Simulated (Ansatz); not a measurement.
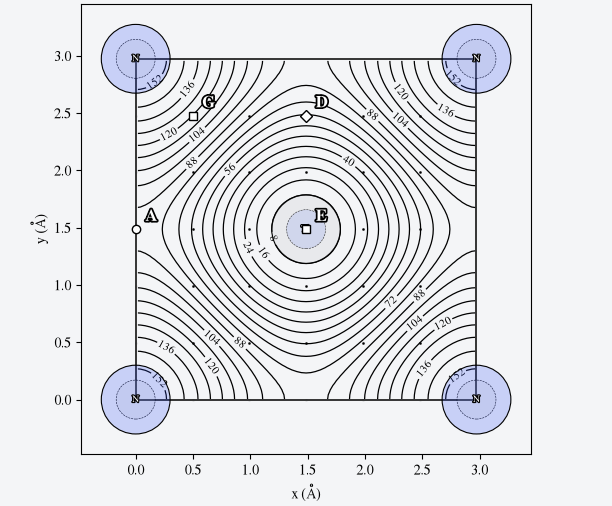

H on a TiN(100) slab cut from the Fm-3m phase, its upper half relaxed before the scan (24 atoms of substrate and one adsorbate in a 2 × 2 cell). H is moved over the surface cell at a fixed height above a rigid substrate; the origin of the map has the adsorbate above N21; the height is held at 3.10 Å. Places are given modulo a cell vector. The map is drawn in real space over the plane of the surface. Grid: 6 × 6 points; 10 points were computed and 26 follow by symmetry. Places are given in fractions of the 1 × 1 surface cell. Energies are in meV, from the lowest grid point. The runs have no spin polarisation, so an open-shell adsorbate far from the surface lies too high. At a fixed height the lowest place need not be the adsorption site. These are results of Ansatz 0.2.0, DFT PBE+D3(BJ), scalar-relativistic, plane waves, PAW, not measurements. Settings: cutoff 420 eV, k-mesh 5×5×1, gaussian smearing 0.1 eV, no spin polarisation.

Drawn: contour lines labelled in meV, dots at the grid points, labelled circles for the atoms of the top layer and small ones for the second layer, the outline of one cell of the plane, lettered points. Between grid points the surface is interpolated.

Is D the lowest point of the computed grid?

No. D lies 63 meV above the lowest grid point, which is at the top site over a surface Ti atom, (3/6, 3/6) of the cell vectors.

Rank the lettered points by energy, lowest first.

E (0 meV), D (63 meV), A (85 meV), G (120 meV).

What kind of point is each of A, E, G: minimum, saddle, maximum or slope?

A: saddle point; E: minimum; G: on a slope. (In these two coordinates alone; a stationary point may lie a little off the grid point.)

PAW datasets: the set soft_1.
